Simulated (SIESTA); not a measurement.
# A series of single points on Co

System: Co (P6₃/mmc, 2 atoms in the cell).
Method: Kohn-Sham DFT of a periodic cell, PBEsol, PseudoDojo 0.4 standard, converted to PSML, spin-polarised (SIESTA 5.4.2).

The 7 runs differ only in the geometry, by an even scaling of the cell at fixed fractional positions. The structure derives from a Materials Project entry.

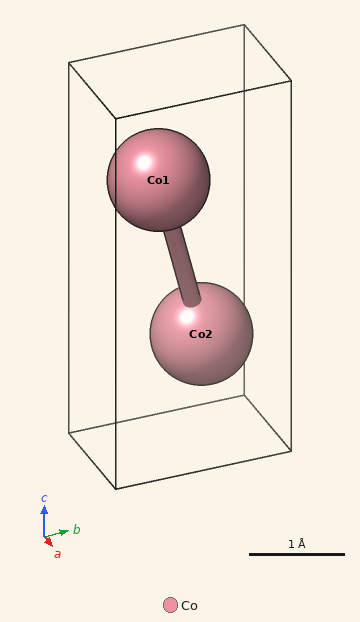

Figure 1. The structure of run 4 (ball-and-stick view of the cell of the calculation, seen slightly off an axis; atoms are numbered from 1 in the order of the input). An atom can appear more than once, as a periodic image.

**Input of run 4**
```
SystemName                      Co
SystemLabel                     Co
NumberOfSpecies                 1
NumberOfAtoms                   2
%block ChemicalSpeciesLabel
  1  27 Co
%endblock ChemicalSpeciesLabel

LatticeConstant                 1.0 Ang
%block LatticeVectors
     2.4719999032     0.0000000000     0.0000000000
    -1.2359999516     2.1408147143     0.0000000000
     0.0000000000     0.0000000000     4.0211440800
%endblock LatticeVectors
AtomicCoordinatesFormat         Fractional
%block AtomicCoordinatesAndAtomicSpecies
     0.6666666667     0.3333333333     0.7500000000  1  Co
     0.3333333333     0.6666666667     0.2500000000  1  Co
%endblock AtomicCoordinatesAndAtomicSpecies

%block kgrid.MonkhorstPack
    9   0   0  0.0
    0   9   0  0.0
    0   0   5  0.0
%endblock kgrid.MonkhorstPack
XC.Functional                   GGA
XC.Authors                      PBEsol
PAO.BasisSize                   DZP
PAO.EnergyShift                 0.003 Ry
Mesh.Cutoff                     800 Ry
Spin                            polarized
%block DM.InitSpin
    1   2.000
    2   2.000
%endblock DM.InitSpin
OccupationFunction              FD
ElectronicTemperature           0.05 eV
MaxSCFIterations                200
SCF.MustConverge                false
SCF.Mixer.Method                Pulay
SCF.Mixer.Weight                0.1
SCF.Mixer.History               10
SCF.DM.Tolerance                5.0e-05
SCF.H.Tolerance                 1.0e-03 eV
WriteForces                     true
Charge.Mulliken                 end
%block PAO.Basis
  Co 5
  n=3 0 2
    2.527 0.000
  n=4 0 2
    7.312 0.000
  n=3 1 2
    2.827 0.000
  n=4 1 1
    7.312
  n=3 2 2
    4.649 0.000
%endblock PAO.Basis
```

Command:
```bash
siesta Co.fdf > Co.out 2>&1
```

Run 5 differs from it as follows:
```diff
-     2.4719999032     0.0000000000     0.0000000000
-    -1.2359999516     2.1408147143     0.0000000000
-     0.0000000000     0.0000000000     4.0211440800
+     2.4883712406     0.0000000000     0.0000000000
+    -1.2441856203     2.1549927084     0.0000000000
+     0.0000000000     0.0000000000     4.0477749493
```

**Results, with one run withheld**

```tsv
run	volume per atom (Å³)	free energy per atom, from the lowest run given (meV)	pressure (GPa)
1	10.002	9.12	9.11
2	10.215	0.99	3.35
3	10.427	0.00	−1.42
4	10.640	5.16	−6.30
5	10.853	?	?
6	11.066	34.66	−14.91
7	11.279	56.53	−18.02
```

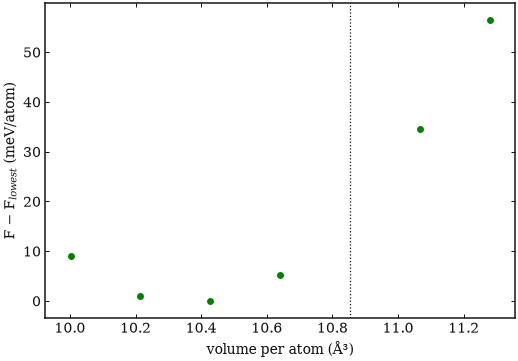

Figure 2. Free energy per atom of the runs given; the dotted line marks run 5.

What should run 5 give?

A cubic polynomial in V^(−2/3) (the Birch–Murnaghan form), fitted to the 6 runs given, misses them by at most 0.33 meV per atom. With x = V^(−2/3) − 0.20738 Å⁻², it reads F = 3.5647 − 2617.8 x + 4.1644e+05 x² − 4.4603e+05 x³ (meV per atom). At run 5 it gives 17.18 meV per atom, and the run itself gives 16.99. The slope of the fit gives a pressure −dF/dV of −10.94 GPa there, and the run prints −11.39 GPa. The two needn't agree exactly: the fit is approximate, and the printed stress is taken on a finite basis. The fit has its minimum at 10.351 Å³ per atom, where V d²F/dV² gives 251 GPa. Cell shape and fractional positions are held, so this is the stiffness under even scaling; the relaxed bulk modulus wasn't computed.

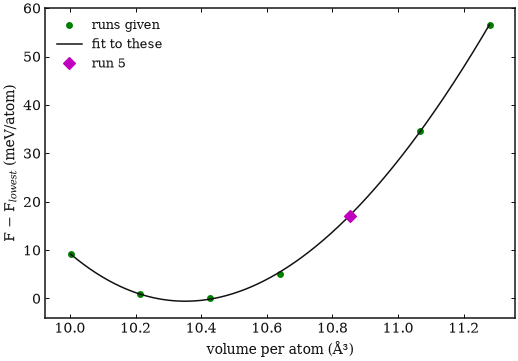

Figure 3. The fit and the withheld run.

**Some lines of the output (run 5)**
```
[...]
outcell: Cell volume (Ang**3)        :     21.7059
stepf: Fermi-Dirac step function
siesta: Etot    =     -8313.773621
siesta: FreeEng =     -8313.789267
        iscf     Eharris(eV)        E_KS(eV)     FreeEng(eV)     dDmax    Ef(eV) dHmax(eV)
siesta: E_KS(eV) =            -8316.6269
siesta: E_KS - E_eggbox =     -8316.6269
siesta: Etot    =     -8316.626862
siesta: FreeEng =     -8316.644273
siesta:         Fermi =      -5.795661
siesta: Cell volume =         21.705877 Ang**3
    Orbital volume contribution        =           1.654132 eV
```

Notes: Points of doubt noted for this run: mulliken charges of long orbitals. With a small basis of atomic orbitals these values can differ much from converged plane-wave results.
